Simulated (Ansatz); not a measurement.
Structure data:

```
Al Cu
1.0
     5.72636    0.00000    0.00000
     0.00000    5.72636    0.00000
     0.00000    0.00000    5.72636
Al Cu
8 4
Direct
  0.75000 0.75000 0.75000
  0.25000 0.75000 0.75000
  0.75000 0.25000 0.25000
  0.25000 0.25000 0.25000
  0.25000 0.75000 0.25000
  0.75000 0.75000 0.25000
  0.25000 0.25000 0.75000
  0.75000 0.25000 0.75000
  0.00000 0.50000 0.50000
  0.00000 0.00000 0.00000
  0.50000 0.50000 0.00000
  0.50000 0.00000 0.50000
```

**Work out the structure from the coordinates.**

The structure is one of Al$_{2}$Cu. The atoms follow space group Fm-3m (No. 225); the Bravais lattice is face-centred cubic. The structure is of the kind named antifluorite. Content of the cell: 8 Al, 4 Cu (Z = 4). The neighbours of Al are four Cu in a tetrahedral arrangement at 2.48 Å. The neighbours of Cu are eight Al in a cubic arrangement at 2.48 Å. The bonds build a three-dimensional framework.

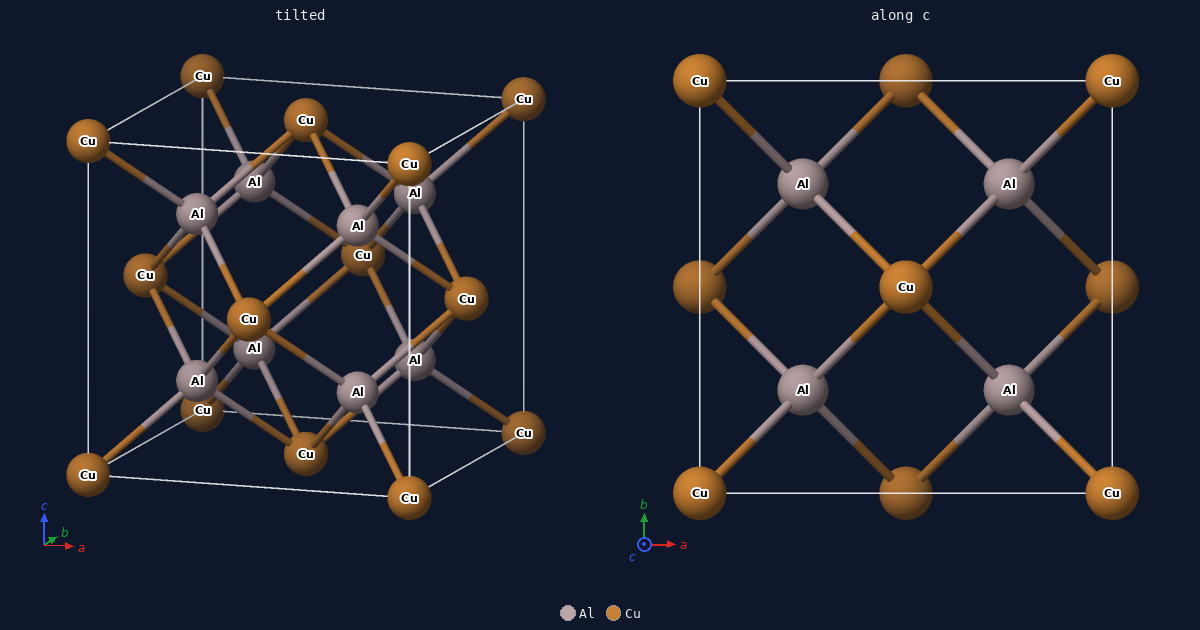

Crystal structure, ball-and-stick style, seen slightly off an axis and along the c axis. The parallelepiped is the conventional unit cell.

Starting structure: a structure listed in the Materials Project. Earlier steps of the study may have refined or changed the cell and positions. Ansatz was used for an electronic-structure calculation on it.
